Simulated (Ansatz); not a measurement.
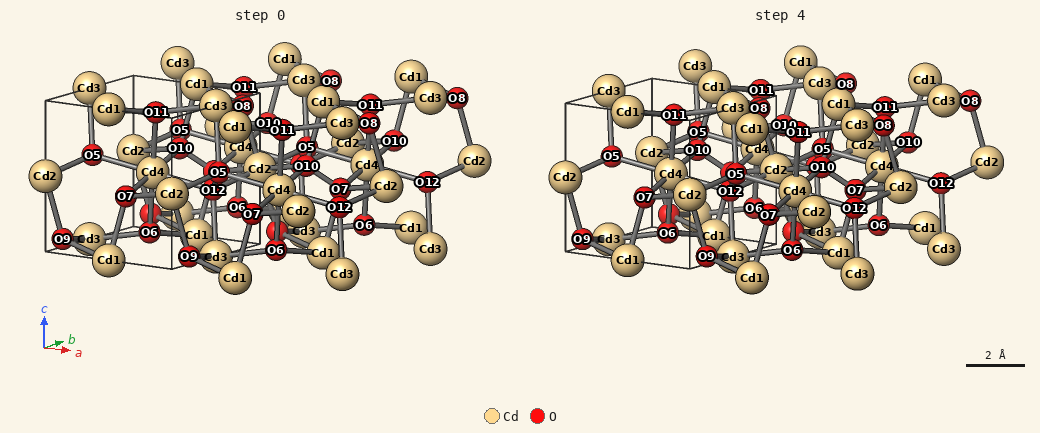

The structure of crystalline CdO2 (built on the database_205 type) (coarse preliminary run) before (left) and after (right) a relaxation, at one scale.

A ball-and-stick model of the cell of the calculation, repeated 2 × 2 × 1 with one cell outlined, seen from a free direction.

Case: structure listed in a database for this formula (Pa-3, No. 205).

Method: DFT r2SCAN, scalar-relativistic, plane waves, PAW in Ansatz 0.2.0. (plane-wave cutoff 500 eV; k-point mesh 4 × 4 × 4; occupations gaussian; smearing width 0.1 eV; no spin polarisation; cell and atoms relaxed; force threshold 0.04 eV/Å; at most 70 steps)

**What changed between the two?**

After 3 accepted moves (4 points after the start) the energy has fallen by 0.151 eV per cell of the calculation. The largest force component goes from 0.11 to 0.0021 eV/Å. The pressure goes from −5.97 to 0.01 GPa. At 1 point the geometry stayed and the basis and grid were re-selected for the new cell (energy shift of 6.4 meV per cell of the calculation at most each time). No atom moves by more than 0.005 Å relative to the cell. Cell: a = b = c 5.405 → 5.313 Å (−1.7 %). Volume −5.0 %. Among the contacts that change: Cd1–O10 2.350 → 2.309 Å, O5–O12 1.504 → 1.486 Å. The space group stays Pa-3 (No. 205). The run took roughly 2.7 core-minutes on a shared host.
